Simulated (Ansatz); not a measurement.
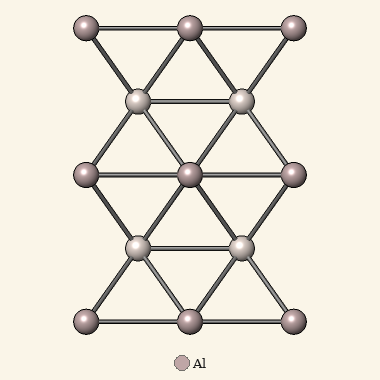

The system is Au on an Al(110) slab cut from the Fm-3m phase, its upper half relaxed before the scan (16 atoms of substrate and one adsorbate in a 2 × 2 cell); the picture shows it without the atoms that are moved over the map. 
- Au is moved over the surface cell at a fixed height above a rigid substrate; the origin of the map has the adsorbate above Al13; the height is held at 2.20 Å.
- Places are given modulo a cell vector. The map is drawn in real space over the plane of the surface.
- The grid has 6 × 8 points; 20 points were computed and 28 follow by symmetry.
- Places are given in fractions of the 1 × 1 surface cell.
- Energies: eV, counted from the lowest grid point.
- The runs have no spin polarisation, so an open-shell adsorbate far from the surface lies too high. At a fixed height the lowest place need not be the adsorption site.
- Theory: Ansatz 0.2.0, DFT PBE+D3(BJ), scalar-relativistic, plane waves, PAW. Settings: cutoff 420 eV, k-mesh 5×4×1, gaussian smearing 0.1 eV, no spin polarisation.

Range: position of Au17 along the first surface vector from 0.000 to 0.833; position of Au17 along the second surface vector from 0.000 to 0.875.

### What will the energy surface look like?

The lowest grid point is at a bridge site between two Al atoms, (3/6, 0/8) of the cell vectors. It is the only kind of minimum in the scanned range. The highest grid point, a fourfold hollow over a second-layer Al atom, (3/6, 4/8) of the cell vectors, lies 0.570 eV above the lowest. On the interpolated surface the easiest way out of the lowest well to its copy in the next cell or period passes a barrier of about 0.28 eV. At the lowest point the adsorbate has 2 Al at 2.61 Å as nearest neighbours, at the highest 4 Al at 3.28 Å.

```
second ↓, first →    0/6    1/6    2/6    3/6    4/6    5/6
              7/8  0.377  0.285  0.125  0.056  0.125  0.285
              6/8  0.283  0.264  0.237  0.231  0.237  0.264
              5/8  0.341  0.367  0.426  0.460  0.426  0.367
              4/8  0.403  0.442  0.524  0.570  0.524  0.442
              3/8  0.341  0.367  0.426  0.460  0.426  0.367
              2/8  0.283  0.264  0.237  0.231  0.237  0.264
              1/8  0.377  0.285  0.125  0.056  0.125  0.285
              0/8  0.470  0.337  0.102  0.000  0.102  0.337
```

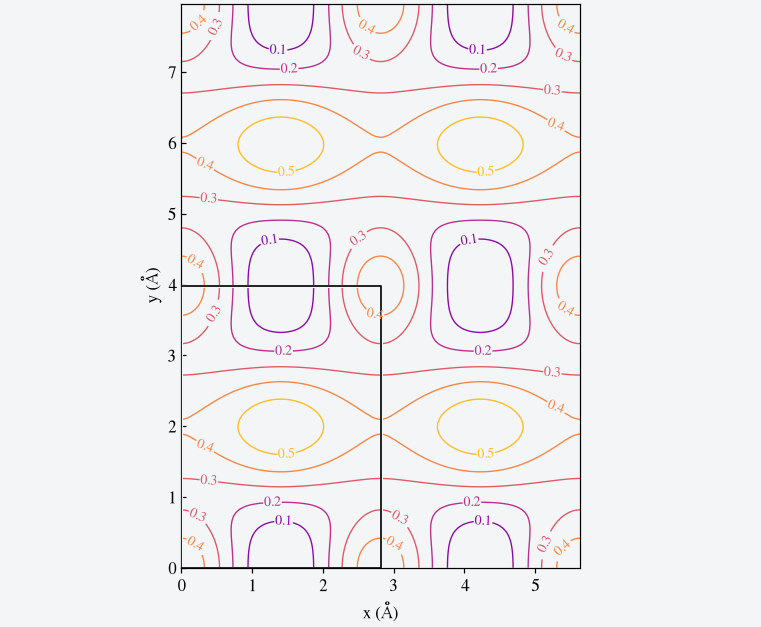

Drawn: contour lines labelled in eV, the outline of one cell of the 2 × 2 shown. Between grid points the surface is interpolated.

Each point was launched as `ansatz run input.yaml --threads 1 --pin off --max-ram 3072MiB --backend cpu --events-out ev --progress --plain --runs-dir out`. The whole map (20 points run) took 7.2 min on 1 thread of Intel(R) Xeon(R) 6975P-C (Granite Rapids) (shared host).
